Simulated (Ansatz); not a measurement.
# Convergence of a linear-scaling basis for GaN(111) slab, H on both faces (54 atoms), part 3 of 4

Wanted: errors and times of a linear-scaling basis for GaN(111) slab, H on both faces (54 atoms). A setting counts as converged where the r.m.s. difference of forces stays under 1 % of the r.m.s. force.

Ansatz 0.2.0; Kohn-Sham DFT, PBE, PAW (set soft_2), plane waves.

The cell: 18 Ga, 18 N and 18 H. Caps of real hydrogen don't mimic the fractional bonds of a polar compound. Beside vacuum, support functions can miss their usual error bounds without a warning.

So far. Step 12 (Support functions medium, spacing 0.17 Å): Forces differ from the reference by 0.7 meV/Å r.m.s., 0.072 % of their size, well within a tolerance of 1 %; the energy by -0.27 meV/atom. It took 2.2 times the reference's time (shared host, so rough). The two runs also began from different starting densities, which bears on cycles and time.

## (13) Other settings

Changed here: basis.ecutwfc = "14.7 Ry", scf.occupations.method = "tetrahedron_uncorrected" and scf.occupations.width removed.

This step: Kohn-Sham DFT, PBE, PAW (set soft_2), plane waves (Ansatz 0.2.0).

Input file input.yaml:

```yaml
crystal:
  lattice:
    - [9.54594, 0.0, 0.0]
    - [-4.77297, 8.26703, 0.0]
    - [0.0, 0.0, 17.8276]
  atoms:
    [... the 54 atom lines of step 2 ...]
kpoints:
  mp_grid: { grid: [2, 2, 1] }
hamiltonian:
  xc: pbe
scf:
  occupations: { method: tetrahedron_uncorrected }
output:
  forces: true
  populations: intrinsic
  dos:
    method: { smearing: { sigma: 0.1 } }
    de: 0.1
    projected:
      site_lists:
        Ga: [Ga]
        H: [H]
        "N": ["N"]
        slab: [0, 1, 2, 3, 4, 5, 6, 7, 8, 9, 10, 11, 12, 13, 14, 15, 16, 17, 18, 19, 20, 21, 22, 23, 24, 25, 26, 27, 28, 29, 30, 31, 32, 33, 34, 35]
        hydrogen: [36, 37, 38, 39, 40, 41, 42, 43, 44, 45, 46, 47, 48, 49, 50, 51, 52, 53]
  eigenvalues: true
basis:
  ecutwfc: "14.7 Ry"
```

Command:

```console
$ ansatz run input.yaml --threads 4 --pin off --max-ram 8192MiB --backend cpu --events-out ev --progress --plain --runs-dir out
```

Numbers of over 12 decimals in the logs are rounded to 6 here.

The program printed:

```text
Warning: basis.ecutwfc = 200.003689 eV is below the records' recommended 420 eV, and the density's cutoff is lower with it unless basis.ecutrho_ratio is high enough to keep the records' density cutoff: compare with a run at a higher cutoff
band count auto-derived: 231 (N_el = 342.0; filled up to band 171; 225 by the electrons, moments and atoms)
[...]
Crystal: 54 atoms, lattice volume = 1406.893 Å³
Basis set: ecut = 200.003689 eV, 8957 PW (Γ), exchange–correlation on 90×90×180 points (8 copies of the dense FFT grid, shifted against one another)
Bands: 231, of which v1, the nominal top of the filled ones, is band 171 counted from 1 (170 counted from 0)
Symmetry: 1 space group operations
[...]
k-points: 4
[...]
SCF iter   1: F=—  HF=-75129.442689 eV  |F-HF|=—  |Δ(HF+E_count)|=         —  Δρ=5.50e-2  dr2=2.15e1  ethr=1.77e-3  ⟨swp⟩=6.8  Hψ=3698  notcnv=0  defer=173
[...]
SCF iter  12: F=-75086.058461 eV  HF=-75086.058461 eV  |F-HF|=4.41e-9  |Δ(HF+E_count)|=   2.12e-7  Δρ=3.90e-7  dr2=2.57e-9  ethr=2.83e-12  ⟨swp⟩=1.0  Hψ=2392  notcnv=0
SCF 1 converged in 12 iterations: F = -75086.058461 eV  dr2 = 2.57e-9
[...]
SCF converged after 12 iterations
an eigenvalue changed by more than its tolerance at an iteration that met the thresholds in force, so the SCF went on 2 times: the last check found none over its tolerance
Free energy (F): -75086.058461 eV
[...]
Internal energy: -75086.058461 eV  (E = F + TS)
E sigma→0 (E₀):  -75086.058461 eV
Fermi energy:    -0.680498 eV
[...]
--- Forces (eV/Å), atoms counted from 1 ---
  atom   1  Ga    -0.27665727    -0.04713022     1.52502790
  atom   2  N      0.41232273     0.23049633    -0.28219045
  atom   3  Ga    -0.02910405     0.16076452     2.15158225
  atom   4  N     -0.38080018     0.10305714    -2.07388020
  atom   5  Ga    -0.43924714     0.27767030     1.51152729
  atom   6  N     -0.13554714    -0.44820913    -1.46088020
  atom   7  Ga    -0.37440858    -0.59232992     2.21833210
  atom   8  N      0.53375786     0.06784063    -2.39366655
  atom   9  Ga     0.45888001    -0.14789089     1.40273863
  atom  10  N      0.26456543     0.22819236    -1.01887931
  atom  11  Ga    -0.39145511    -0.00603213     2.71143061
  atom  12  N     -0.27353126    -0.10072973    -2.55954762
  atom  13  Ga     0.04783230    -0.35098245     2.12741936
  atom  14  N     -0.09995960    -0.02399762    -0.77041227
[...]
atom  53  H      0.06918692     0.08593333     1.76015362
  atom  54  H      0.00898974     0.02549008     0.09989320
  max |Σ_I F_I| component: 3.42e-4 eV/Å
--- Band table (eV) ---
[...]
--- intrinsic populations: 54 sites ---
  site symbol       q [e]
     0     Ga     12.2692
     1      N      5.7671
     2     Ga     12.4750
[...]
53      H      1.0603
  spilling = 0.000000 (of n_electrons = 342.000000)
```

Run time: 10 s. Hardware: 4 threads of Intel Xeon Platinum 8488C (Sapphire Rapids), shared host; peak memory 2.2 GiB; 39 s of CPU time.

The program notes that the cutoff lies under the one recommended for these potentials. Further notices: product built on unsolved table.

Forces differ from the reference by 307 meV/Å r.m.s., 32 % of their size, far over a tolerance of 1 %; the energy by +4041 meV/atom and the gap by -0.038 eV.

## (14) What each setting buys

Each row is set against the plane-wave reference (Kohn-Sham DFT, PBE, PAW (set soft_2), plane waves; r.m.s. force component 0.973 eV/Å). Energies are set beside the reference only for runs with its functional, potentials and electron count. Times are for 4 threads of Intel Xeon Platinum 8488C (Sapphire Rapids), shared host. The reference's time includes the DOS, ELF and grids, which some other runs skip.

```
                                                                                                            run  Δ force, r.m.s. (meV/Å)  share of r.m.s. force (%)  Δ energy (meV/atom)  Δ gap (eV)  cycles  time  host memory (GiB)
                                                                                                      reference                        -                          -                    -           -       9  29 s                5.6
                                                                                 plane waves at 750 eV (750 eV)                     3.57                      0.367                -3.48       0.001       9  46 s                5.3
basis.ecutwfc = "14.7 Ry", scf.occupations.method = "tetrahedron_uncorrected" and scf.occupations.width removed                      307                       31.5                 4041     -0.0382      12  10 s                2.2
```

## (15) The ladder side by side

Each row is set against the run with plane waves at 750 eV (Kohn-Sham DFT, PBE, PAW (set soft_2), plane waves; r.m.s. force component 0.974 eV/Å). Energies are set beside the reference only for runs with its functional, potentials and electron count. Times are for 4 threads of Intel Xeon Platinum 8488C (Sapphire Rapids), shared host.

```
                                      run  Δ force, r.m.s. (meV/Å)  share of r.m.s. force (%)  Δ energy (meV/atom)  Δ gap (eV)  cycles     time  host memory (GiB)
                                reference                        -                          -                    -           -       9     46 s                5.3
                 support functions medium                      0.9                     0.0924               -0.305      3.0e-4      13     68 s                2.8
                    support functions low                    0.918                     0.0943               -0.305       0.001      11     61 s                2.7
                   support functions high                    0.493                     0.0506               -0.277      1.0e-4      16  3.3 min                5.0
support functions medium, spacing 0.383 Å                      478                       49.1                  485      0.0434      12     35 s                1.7
support functions medium, spacing 0.319 Å                     25.6                       2.63                 13.8     -0.0053      12     35 s                1.7
support functions medium, spacing 0.277 Å                     6.35                      0.652               -0.883     -2.0e-4      13     44 s                1.9
support functions medium, spacing 0.245 Å                    0.796                     0.0817               -0.300      3.0e-4      13     69 s                2.8
support functions medium, spacing 0.191 Å                    0.969                     0.0995               -0.271      2.0e-4      14     81 s                3.3
 support functions medium, spacing 0.17 Å                      0.7                     0.0719               -0.273      1.0e-4      14     99 s                4.0
```

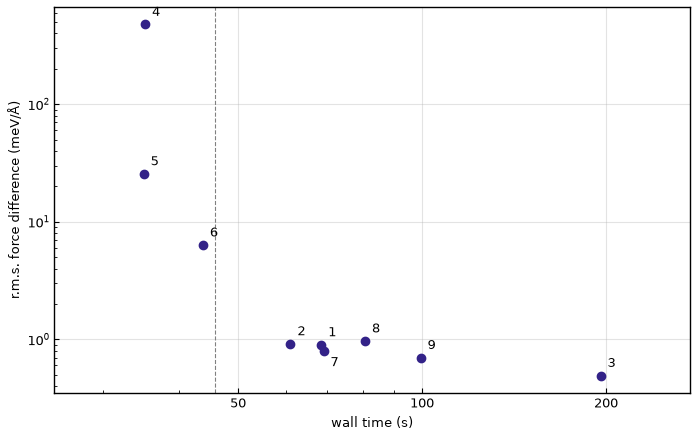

Force difference from the reference against wall time; the dashed line marks the reference's time. Points: 1 support functions medium; 2 support functions low; 3 support functions high; 4 support functions medium, spacing 0.383 Å; 5 support functions medium, spacing 0.319 Å; 6 support functions medium, spacing 0.277 Å; 7 support functions medium, spacing 0.245 Å; 8 support functions medium, spacing 0.191 Å; 9 support functions medium, spacing 0.17 Å.

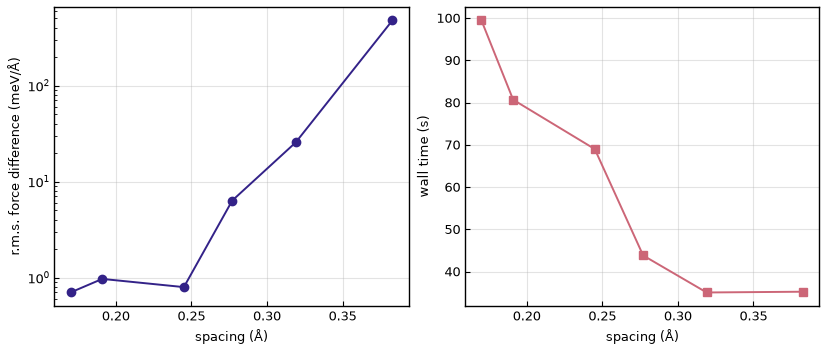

Force difference and time against the spacing.

## (16) The first run in detail

The first run, on the default basis, asked for the full analyses, so its electronic structure is set out here.

Length of the force by element:

| element | coordination | atoms | mean length of the force (eV/Å) | spread | least | most |
| --- | --- | --- | --- | --- | --- | --- |
| Ga | all | 18 | 1.81 | 0.313 | 1.32 | 2.63 |
| H | all | 18 | 0.707 | 0.637 | 0.0892 | 2.25 |
| N | all | 18 | 1.84 | 0.918 | 0.211 | 2.96 |

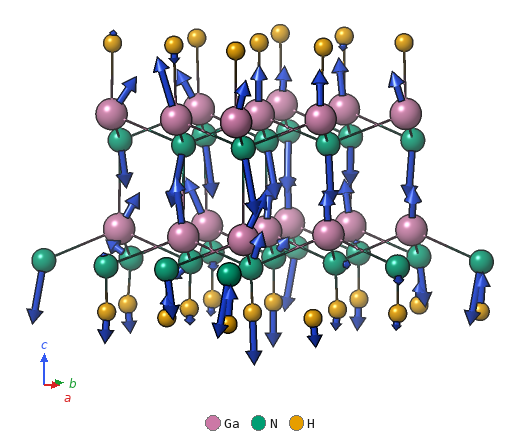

Forces as arrows; the longest in the cell is 2.96 eV/Å. Bonds to atoms that aren't drawn are left out. Some periodic images of atoms are drawn too.

Löwdin charges by element (they lack the spilled electrons, 0.022 e an atom on average):

```
element  coordination  atoms  mean charge (e)  spread    least    most
     Ga           all     18            0.695  0.0968    0.590   0.800
      H           all     18            0.104   0.176  -0.0803   0.291
      N           all     18           -0.734  0.0096   -0.752  -0.720
```

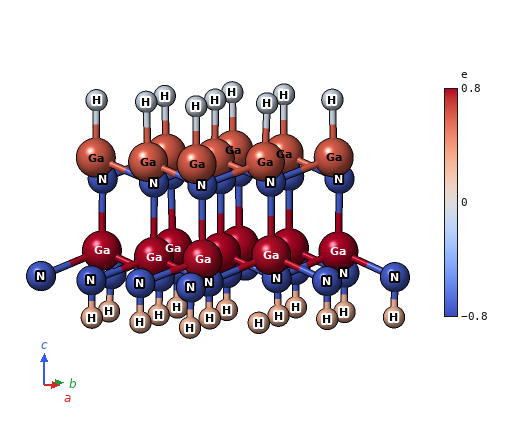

Atoms coloured by Löwdin charge. Bonds to atoms that aren't drawn are left out. Some periodic images of atoms are drawn too.

By region:

```csv
region,atoms,mean length of the force (eV/Å)
slab,36,1.83
hydrogen,18,0.707
```

States in the cell by windows of 1 eV, zero at the Fermi level; the larger projections on atomic orbitals stand beside the total:

| from (eV) | to (eV) | total | slab | N p | Ga p | Ga s | H s | hydrogen |
| --- | --- | --- | --- | --- | --- | --- | --- | --- |
| -14 | -13 | 53.3 | 53.1 | 0.7 | 0.1 | 0.1 | 0.1 | 0.1 |
| -13 | -12 | 28.4 | 28.2 | 0.3 | 0.7 | 0.4 | 0.1 | 0.1 |
| -12 | -11 | 8.4 | 8.3 | 0.2 | 0.9 | 0.4 | 0.0 | 0.0 |
| -11 | -9 | 0.0 | 0.0 | 0.0 | 0.0 | 0.0 | 0.0 | 0.0 |
| -9 | -8 | 14.6 | 12.9 | 8.1 | 1.2 | 2.8 | 1.6 | 1.6 |
| -8 | -7 | 11.9 | 10.8 | 7.1 | 1.3 | 1.7 | 1.1 | 1.1 |
| -7 | -6 | 9.6 | 9.1 | 5.4 | 1.0 | 2.1 | 0.4 | 0.4 |
| -6 | -5 | 15.7 | 14.4 | 8.2 | 1.7 | 3.1 | 1.2 | 1.2 |
| -5 | -4 | 13.4 | 13.0 | 9.4 | 2.3 | 0.8 | 0.3 | 0.3 |
| -4 | -3 | 21.7 | 20.9 | 15.5 | 4.3 | 0.5 | 0.6 | 0.6 |
| -3 | -2 | 13.8 | 13.4 | 10.2 | 2.1 | 0.4 | 0.2 | 0.2 |
| -2 | -1 | 14.2 | 10.8 | 7.4 | 2.5 | 0.4 | 3.2 | 3.2 |
| -1 | 0 | 11.2 | 6.8 | 3.5 | 2.6 | 0.5 | 4.3 | 4.3 |
| 0 | 1 | 0.5 | 0.4 | 0.1 | 0.1 | 0.1 | 0.1 | 0.1 |
| 1 | 2 | 3.0 | 1.7 | 0.4 | 0.7 | 0.1 | 0.5 | 0.5 |
| 2 | 3 | 6.6 | 3.5 | 0.5 | 1.7 | 0.2 | 1.1 | 1.1 |
| 3 | 4 | 14.9 | 10.3 | 1.7 | 4.9 | 1.3 | 1.1 | 1.1 |
| 4 | 5 | 19.1 | 11.9 | 2.8 | 4.5 | 2.3 | 1.3 | 1.3 |

The curve was stored every 0.10 eV, coarse against its broadening of 0.08 eV, so these counts are rough.

Between -19 and -14 eV lie 126 more states.

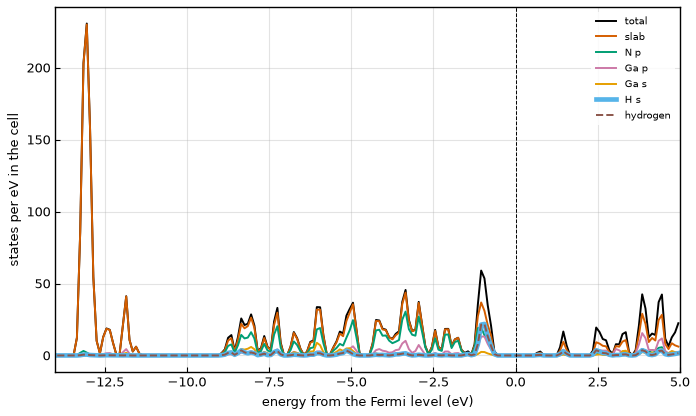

Total and projected density of states, with the broadening of the input.

The levels nearest the highest filled one (over half full), pooled over k-points and spins:

| level less the highest filled one (eV) | occupation |
| --- | --- |
| -0.0346 | 2 |
| -0.0271 | 2 |
| -0.0059 | 2 |
| -0.0043 | 2 |
| -0.0019 | 2 |
| 0 | 2 |
| 1.48 | 0 |
| 2.17 | 0 |
| 2.19 | 0 |
| 2.20 | 0 |
| 2.23 | 0 |
| 2.24 | 0 |

Planar average of the electrostatic potential energy along the normal, with the Fermi level as zero, after a running mean with a triangular window 4 Å wide at its base:

```csv
height (Å),potential energy (eV)
0.0,4.34
0.7,3.97
1.5,3.60
2.1,3.30
2.8,2.93
3.6,2.53
4.3,1.97
4.9,1.19
5.6,-1.04
6.4,-4.09
7.1,-6.32
7.7,-6.23
8.5,-5.30
9.2,-4.87
10.0,-4.64
10.5,-3.06
11.3,0.45
12.0,3.82
12.8,5.65
13.4,6.12
14.1,6.14
14.9,5.82
15.6,5.46
16.2,5.16
16.9,4.79
17.7,4.42
```

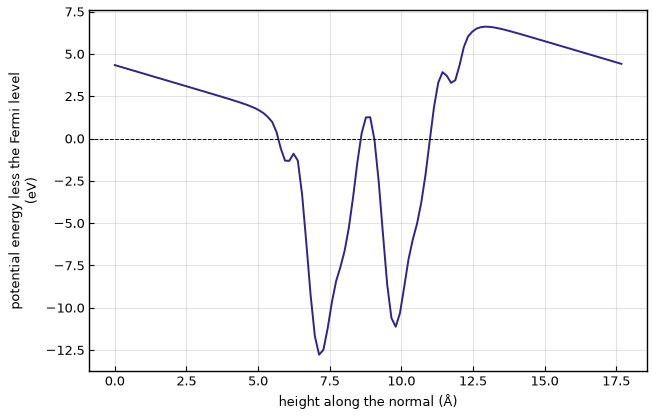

Planar average of the electrostatic potential energy; the dashed line is the Fermi level.

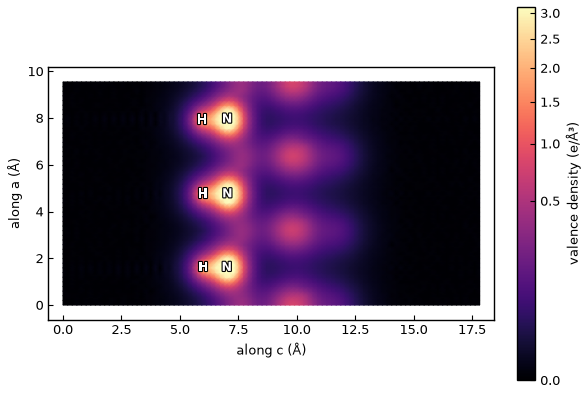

Valence density in the ca plane at fractional y = 0.000, with atoms of N and H within 0.2 Å of it. It is the smooth field of the valence electrons, not physical close to the nuclei. The map starts off the cell's origin, so that atoms lie inside it. The colour scale is stretched toward low values.

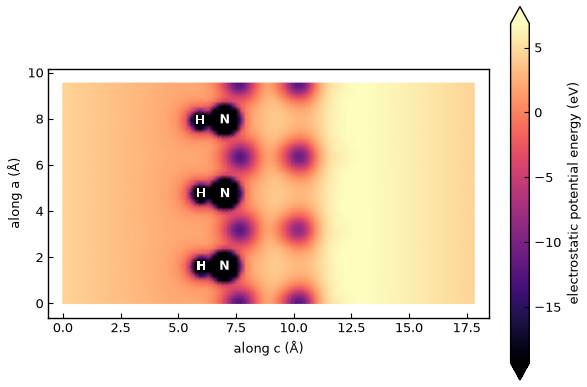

Electrostatic potential energy in the ca plane at fractional y = 0.000, with atoms of N and H within 0.2 Å of it. With pseudopotentials it is smooth inside the atoms' cores, unlike the true potential. The map starts off the cell's origin, so that atoms lie inside it.

Mean Löwdin charges: Ga +0.69, H +0.10, N -0.73 e (they miss 0.34 % of the electrons, so they add up to more than the cell's charge). The largest share in the top eV of filled states is N p (40 % of the projected weight), and in the lowest eV of empty states Ga p (33 % of the projected weight). The potential slopes across the vacuum by 0.5 eV/Å: the slab bears a dipole, and with periodic images along the normal there is no flat vacuum level to read.

(Part 3 of 4 ends here.)

[Logs are printed without paths, hosts, clocks, repeated set-up lines and the standing remarks that a program may print on its own settings, such as how far it seeks lower states.]

[Hosts, paths, dates, database ids (printed as entryN), source tags and the programs' standing remarks are cut or masked in the printed files.]
